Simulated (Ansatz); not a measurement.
# Geometry relaxation, with input and output: MgO (part 3 of 4)

The same run, continued: MgO (slab, 42 atoms in the cell); DFT PBE, scalar-relativistic, plane waves, PAW, no spin polarisation (Ansatz 0.2.0); cutoff 420 eV, 2×6×1 k-mesh, Gaussian smearing of 0.05 eV. The structure derives from an entry of the Crystallography Open Database. The input holds or restrains some coordinates. Forces given for the steps count only the free coordinates. It belongs to a series of runs on one base structure; here: stripe over 1.5 of 3 cells, two steps.

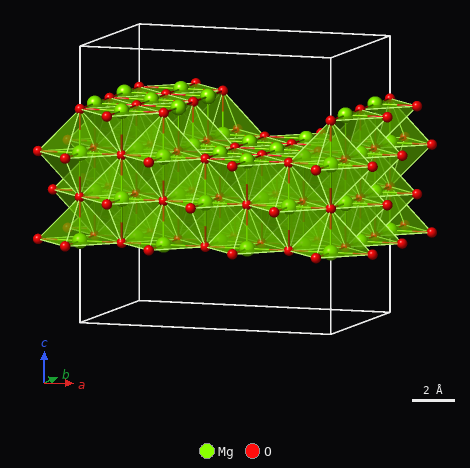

Fig. 1: The geometry at step 1 of the log (polyhedral view of the 1 × 2 repeat of the cell, with the vacuum cut short, seen slightly off an axis; polyhedra are completed across the faces of the cell).

Output, continued
```
  k-point 1: bands = ["-73.0849", "-73.0849", "-72.8700", "-72.8166", "-72.8166", "-72.7889", "-72.7888", "-72.7424", "-72.5315", "-72.5315", "-72.5218", "-72.3837", "-72.3837", "-72.3488", "-72.1978", "-72.1628", "-72.1628", "-72.1264", "-72.0744", "-72.0744", "-72.0490", "-39.9081", "-39.9071", "-39.8586", "-39.8570", "-39.7593", "-39.7591", "-39.7047", "-39.6466", "-39.6465", "-39.6168", "-39.6167", "-39.5933", "-39.5915", "-39.5667", "-39.5415", "-39.5413", "-39.5388", "-39.5383", "-39.5131",
      "-39.5128", "-39.5099", "-39.5092", "-39.4651", "-39.4641", "-39.3606", "-39.3605", "-39.3139", "-39.2743", "-39.2619", "-39.2603", "-39.2602", "-39.2580", "-39.2574", "-39.1795", "-39.1552", "-39.1550", "-39.1449", "-39.1446", "-39.1326", "-39.1324", "-39.0884", "-39.0594", "-38.9688", "-38.9594", "-38.9517", "-38.9346", "-38.9346", "-38.9216", "-38.9199", "-38.9150", "-38.9146", "-38.8962", "-38.8825", "-38.8807", "-38.8719", "-38.8462", "-38.8459", "-38.8366", "-38.8355",
      "-38.8245", "-38.8242", "-38.8110", "-38.7464", "-16.5901", "-16.3095", "-16.2954", "-16.0950", "-15.9482", "-15.8138", "-15.7384", "-15.6620", "-15.6473", "-15.6020", "-15.4716", "-15.4626", "-15.4304", "-15.3582", "-15.3186", "-15.3150", "-15.2402", "-15.1994", "-15.1273", "-14.7443", "-14.7124", "-3.4305", "-3.3827", "-3.3415", "-3.3245", "-3.3142", "-3.2469", "-3.2152", "-3.1606", "-3.1173", "-3.0648", "-3.0465", "-2.9040", "-2.8873", "-2.7714", "-2.6893",
      "-2.4613", "-2.3761", "-2.2878", "-2.1338", "-2.0233", "-1.9265", "-1.8792", "-1.7462", "-1.6726", "-1.6462", "-1.5449", "-1.5049", "-1.4994", "-1.4039", "-1.3299", "-1.2796", "-1.2281", "-1.2209", "-1.1637", "-1.1320", "-1.0721", "-1.0656", "-1.0514", "-0.9554", "-0.8988", "-0.8493", "-0.7299", "-0.7112", "-0.6404", "-0.6229", "-0.5852", "-0.5727", "-0.5436", "-0.4968", "-0.4405", "-0.3894", "-0.3818", "-0.3668", "-0.2568", "-0.2299",
      "-0.1734", "-0.1708", "-0.1145", "-0.0782", "-0.0068", "0.0275", "0.0696", "0.1707", "3.6921", "3.9720", "4.4962", "4.6774", "4.6812", "5.0066", "5.5521", "6.1463", "6.3146", "6.3957", "6.5639", "6.7940", "6.8190", "6.8191", "6.9081", "7.4578", "7.5207", "7.6876", "7.8221", "7.8320", "8.1029", "8.6255", "8.6771", "8.7299", "8.9897", "9.0173", "9.0623", "9.0815", "9.2145", "9.2465", "9.4159", "9.5467",
      "9.5524", "9.7340", "9.8317", "9.8587", "9.9354", "9.9864", "10.0438", "10.1479", "10.2453", "10.3406"]
  k-point 2: bands = ["-73.0849", "-73.0849", "-72.8699", "-72.8166", "-72.8166", "-72.7888", "-72.7888", "-72.7424", "-72.5315", "-72.5315", "-72.5218", "-72.3837", "-72.3837", "-72.3488", "-72.1978", "-72.1628", "-72.1628", "-72.1264", "-72.0744", "-72.0744", "-72.0490", "-39.9082", "-39.9070", "-39.8588", "-39.8569", "-39.7601", "-39.7599", "-39.7046", "-39.6466", "-39.6466", "-39.6168", "-39.6168", "-39.5944", "-39.5933", "-39.5668", "-39.5432", "-39.5419", "-39.5395", "-39.5391", "-39.5137",
      "-39.5127", "-39.5091", "-39.5090", "-39.4647", "-39.4629", "-39.3607", "-39.3606", "-39.3139", "-39.2745", "-39.2632", "-39.2615", "-39.2602", "-39.2590", "-39.2583", "-39.1797", "-39.1551", "-39.1549", "-39.1454", "-39.1444", "-39.1339", "-39.1333", "-39.0889", "-39.0587", "-38.9693", "-38.9606", "-38.9512", "-38.9353", "-38.9351", "-38.9211", "-38.9198", "-38.9147", "-38.9145", "-38.8968", "-38.8823", "-38.8805", "-38.8718", "-38.8471", "-38.8459", "-38.8359", "-38.8355",
      "-38.8243", "-38.8240", "-38.8117", "-38.7462", "-16.3642", "-16.1337", "-16.1305", "-15.9603", "-15.8744", "-15.7528", "-15.7001", "-15.6508", "-15.6286", "-15.6035", "-15.5234", "-15.4534", "-15.4261", "-15.3886", "-15.3804", "-15.3697", "-15.2879", "-15.2492", "-15.1992", "-14.7351", "-14.7257", "-3.7081", "-3.6800", "-3.6416", "-3.6389", "-3.4723", "-3.4635", "-3.3988", "-3.3656", "-3.1936", "-3.1807", "-3.1311", "-3.0529", "-3.0504", "-2.8945", "-2.8509",
      "-2.7582", "-2.6624", "-2.5627", "-2.5536", "-2.1257", "-2.0732", "-1.9611", "-1.8741", "-1.6924", "-1.6198", "-1.5970", "-1.3232", "-1.3176", "-1.2355", "-1.1503", "-1.1157", "-1.0850", "-1.0821", "-1.0418", "-0.9875", "-0.9645", "-0.9550", "-0.9485", "-0.9272", "-0.9166", "-0.8268", "-0.8028", "-0.6532", "-0.6327", "-0.6238", "-0.5685", "-0.5629", "-0.4613", "-0.4520", "-0.4090", "-0.3940", "-0.3698", "-0.3421", "-0.2929", "-0.2721",
      "-0.2654", "-0.1535", "-0.1286", "-0.0638", "-0.0395", "0.0302", "0.1083", "0.1524", "4.4781", "4.5966", "4.9269", "5.2272", "5.2274", "5.5817", "6.3211", "6.5332", "6.5665", "6.7146", "6.8734", "6.8735", "6.9829", "7.2289", "7.3060", "7.4496", "7.6167", "7.7131", "7.8251", "8.0042", "8.1507", "8.2181", "8.2217", "8.4731", "8.4897", "8.7852", "8.8013", "8.9464", "9.0266", "9.1872", "9.2097", "9.3248",
      "9.3428", "9.3561", "9.3752", "9.4725", "9.7050", "9.7860", "9.8236", "9.8500", "9.8881", "10.0394"]
  k-point 7: bands = ["-73.0849", "-73.0849", "-72.8699", "-72.8166", "-72.8166", "-72.7888", "-72.7888", "-72.7424", "-72.5315", "-72.5315", "-72.5218", "-72.3837", "-72.3837", "-72.3488", "-72.1978", "-72.1628", "-72.1628", "-72.1264", "-72.0744", "-72.0744", "-72.0490", "-39.9082", "-39.9070", "-39.8588", "-39.8569", "-39.7606", "-39.7602", "-39.7046", "-39.6466", "-39.6466", "-39.6168", "-39.6168", "-39.5950", "-39.5941", "-39.5668", "-39.5440", "-39.5420", "-39.5403", "-39.5393", "-39.5139",
      "-39.5128", "-39.5089", "-39.5088", "-39.4645", "-39.4624", "-39.3607", "-39.3606", "-39.3140", "-39.2746", "-39.2636", "-39.2621", "-39.2605", "-39.2595", "-39.2586", "-39.1798", "-39.1551", "-39.1549", "-39.1457", "-39.1443", "-39.1346", "-39.1337", "-39.0891", "-39.0584", "-38.9696", "-38.9612", "-38.9510", "-38.9357", "-38.9354", "-38.9209", "-38.9198", "-38.9145", "-38.9144", "-38.8970", "-38.8822", "-38.8805", "-38.8717", "-38.8477", "-38.8457", "-38.8361", "-38.8350",
      "-38.8242", "-38.8239", "-38.8121", "-38.7461", "-16.1250", "-16.0891", "-15.9108", "-15.8811", "-15.8732", "-15.8590", "-15.8125", "-15.6523", "-15.6125", "-15.5146", "-15.4838", "-15.4614", "-15.4312", "-15.4305", "-15.4277", "-15.3962", "-15.3537", "-15.2467", "-15.2416", "-14.7458", "-14.7162", "-3.9526", "-3.9015", "-3.8462", "-3.7717", "-3.4119", "-3.3932", "-3.3087", "-3.2557", "-3.2543", "-3.2272", "-3.2058", "-3.2020", "-3.1686", "-3.1053", "-3.0534",
      "-2.7433", "-2.6813", "-2.6662", "-2.5740", "-2.5732", "-2.3608", "-1.8608", "-1.6672", "-1.5892", "-1.5856", "-1.4736", "-1.4406", "-1.4313", "-1.4292", "-1.2982", "-1.1751", "-1.1311", "-1.1045", "-1.0276", "-1.0166", "-1.0166", "-0.9372", "-0.7800", "-0.7102", "-0.6901", "-0.6881", "-0.6879", "-0.6142", "-0.5454", "-0.5150", "-0.4725", "-0.4471", "-0.4199", "-0.4009", "-0.3768", "-0.3652", "-0.3370", "-0.3341", "-0.3227", "-0.2855",
      "-0.2747", "-0.2712", "-0.2644", "-0.2186", "-0.0789", "0.0238", "0.0718", "0.2114", "5.1106", "5.2196", "5.6510", "5.6512", "5.6530", "5.6535", "6.3439", "6.3721", "6.4621", "6.5341", "6.5421", "6.6885", "7.5039", "7.5379", "7.5989", "7.6794", "7.7776", "7.7820", "7.9923", "8.0160", "8.0250", "8.0759", "8.3292", "8.4903", "8.5594", "8.5650", "8.5800", "8.6869", "8.6990", "8.7077", "8.8547", "8.9301",
      "9.0018", "9.2290", "9.3951", "9.4002", "9.4690", "9.5524", "9.5717", "9.6290", "9.6374", "9.7634"]
--- Relaxed structure (6 steps of the walk, 6 accepted, 0 SCFs on fresh bases) ---
  F+E_penalty+E_count = -52369.03352920 eV   max|allowed force component| = 1.139e-2 eV/Å
  atoms:
    - { symbol: Mg, position: [1.666666804567285e-11, 0.0, 0.081607974] }
    - { symbol: O, position: [0.16666666666666666, 0.0, 0.081607974] }
    - { symbol: Mg, position: [-0.0005062666758765847, 0.5, 0.198585917269293] }
    - { symbol: O, position: [0.16666666666666666, 0.5, 0.2000068009678327] }
    - { symbol: Mg, position: [0.16666666666666666, 0.0, 0.2004077985503092] }
    - { symbol: O, position: [-0.0003952628711467739, 0.0, 0.1991347747817578] }
    - { symbol: Mg, position: [0.16666666666666666, 0.5, 0.081607974] }
    - { symbol: O, position: [1.666666804567285e-11, 0.5, 0.081607974] }
    - { symbol: Mg, position: [0.33333333331666665, 0.0, 0.081607974] }
    - { symbol: O, position: [0.5000000000166667, 0.0, 0.081607974] }
    - { symbol: Mg, position: [0.33383960000920987, 0.5, 0.198585917269293] }
    - { symbol: O, position: [0.49978909922495784, 0.5, 0.19584214701704994] }
    - { symbol: Mg, position: [0.49952561529214967, 0.0, 0.19655715892920145] }
    - { symbol: O, position: [0.3337285962044801, 0.0, 0.1991347747817578] }
    - { symbol: Mg, position: [0.5000000000166667, 0.5, 0.081607974] }
    - { symbol: O, position: [0.33333333331666665, 0.5, 0.081607974] }
    - { symbol: Mg, position: [0.6666666666666667, 0.0, 0.081607974] }
    - { symbol: O, position: [0.8333333333166667, 0.0, 0.081607974] }
    - { symbol: Mg, position: [0.6666666666666667, 0.5, 0.19508981692658312] }
    - { symbol: O, position: [0.8335442341083755, 0.5, 0.19584214701704994] }
    - { symbol: Mg, position: [0.8338077180411839, 0.0, 0.19655715892920145] }
    - { symbol: O, position: [0.6666666666666667, 0.0, 0.19482216805084324] }
    - { symbol: Mg, position: [0.8333333333166667, 0.5, 0.081607974] }
    - { symbol: O, position: [0.6666666666666667, 0.5, 0.081607974] }
    - { symbol: Mg, position: [-0.010701591117432704, 0.0, 0.3215979814127319] }
    - { symbol: O, position: [0.16666666666666666, 0.0, 0.31391260934246523] }
    - { symbol: Mg, position: [0.16666666666666666, 0.5, 0.3138576507870718] }
    - { symbol: O, position: [-0.009332548147539643, 0.5, 0.3196815738840451] }
    - { symbol: Mg, position: [0.34403492445076594, 0.0, 0.3215979814127319] }
    - { symbol: O, position: [0.5063640018774223, 0.0, 0.31086857299084125] }
    - { symbol: Mg, position: [0.5072115991419329, 0.5, 0.3078864998383017] }
    - { symbol: O, position: [0.34266588148087296, 0.5, 0.3196815738840451] }
    - { symbol: Mg, position: [0.6666666666666667, 0.0, 0.3090828179510908] }
    - { symbol: O, position: [0.8269693314559111, 0.0, 0.31086857299084125] }
    - { symbol: Mg, position: [0.8261217341914003, 0.5, 0.3078864998383017] }
    - { symbol: O, position: [0.6666666666666667, 0.5, 0.31170639404970574] }
    - { symbol: Mg, position: [0.013168118040212994, 0.5, 0.43129122935576114] }
    - { symbol: O, position: [0.16666666666666666, 0.5, 0.4294683084637144] }
    - { symbol: Mg, position: [0.16666666666666666, 0.0, 0.4277614194979313] }
    - { symbol: O, position: [0.00823100553437406, 0.0, 0.43505036880871334] }
    - { symbol: Mg, position: [0.32016521529312036, 0.5, 0.43129122935576114] }
    - { symbol: O, position: [0.32510232779895926, 0.0, 0.43505036880871334] }
```

Trajectory as extended XYZ (Å, eV, eV/Å), 6 frames, from step=1 to step=6
```
42
Lattice="12.7611 0.0000 0.0000 0.0000 4.2537 0.0000 0.0000 0.0000 18.3806" Properties=species:S:1:pos:R:3:forces:R:3 step=1 energy=-52368.24338
Mg    0.0000    0.0000    1.5000   -0.0263   0.0000   0.4263
O     2.1269    0.0000    1.5000    0.0000   0.0000  -0.4194
Mg    0.0000    2.1269    3.6269   -0.0886   0.0000  -0.1400
O     2.1269    2.1269    3.6269    0.0000   0.0000   0.1086
Mg    2.1269    0.0000    3.6269    0.0000   0.0000  -0.0084
O     0.0000    0.0000    3.6269    0.0857   0.0000   0.0080
Mg    2.1269    2.1269    1.5000    0.0000   0.0000   0.4014
O     0.0000    2.1269    1.5000    0.0343   0.0000  -0.4193
Mg    4.2537    0.0000    1.5000    0.0263   0.0000   0.4263
O     6.3806    0.0000    1.5000   -0.0342   0.0000  -0.4585
Mg    4.2537    2.1269    3.6269    0.0886   0.0000  -0.1400
O     6.3806    2.1269    3.6269   -0.1037   0.0000  -0.0174
Mg    6.3806    0.0000    3.6269    0.0879   0.0000   0.1001
O     4.2537    0.0000    3.6269   -0.0857   0.0000   0.0080
Mg    6.3806    2.1269    1.5000    0.0269   0.0000   0.4490
O     4.2537    2.1269    1.5000   -0.0343   0.0000  -0.4193
Mg    8.5074    0.0000    1.5000    0.0000   0.0000   0.4747
O    10.6343    0.0000    1.5000    0.0342   0.0000  -0.4585
Mg    8.5074    2.1269    3.6269    0.0000   0.0000   0.0530
O    10.6343    2.1269    3.6269    0.1037   0.0000  -0.0174
Mg   10.6343    0.0000    3.6269   -0.0879   0.0000   0.1001
O     8.5074    0.0000    3.6269    0.0000   0.0000  -0.1237
Mg   10.6343    2.1269    1.5000   -0.0269   0.0000   0.4490
O     8.5074    2.1269    1.5000    0.0000   0.0000  -0.4615
Mg    0.0000    0.0000    5.7537   -0.4562   0.0000   0.5288
O     2.1269    0.0000    5.7537    0.0000   0.0000  -0.2305
Mg    2.1269    2.1269    5.7537    0.0000   0.0000   0.1539
O     0.0000    2.1269    5.7537   -0.5262   0.0000   0.5120
Mg    4.2537    0.0000    5.7537    0.4562   0.0000   0.5288
O     6.3806    0.0000    5.7537    0.3895   0.0000  -0.0626
Mg    6.3806    2.1269    5.7537    0.6022   0.0000  -0.9496
O     4.2537    2.1269    5.7537    0.5262   0.0000   0.5120
Mg    8.5074    0.0000    5.7537    0.0000   0.0000  -0.4223
O    10.6343    0.0000    5.7537   -0.3895   0.0000  -0.0626
Mg   10.6343    2.1269    5.7537   -0.6022   0.0000  -0.9496
O     8.5074    2.1269    5.7537    0.0000   0.0000   0.4372
Mg    0.0000    2.1269    7.8806    1.5096   0.0000  -0.3288
O     2.1269    2.1269    7.8806    0.0000   0.0000   0.2578
Mg    2.1269    0.0000    7.8806    0.0000   0.0000  -0.2680
O     0.0000    0.0000    7.8806    0.4226   0.0000   0.3752
Mg    4.2537    2.1269    7.8806   -1.5096   0.0000  -0.3288
O     4.2537    0.0000    7.8806   -0.4226   0.0000   0.3752
```
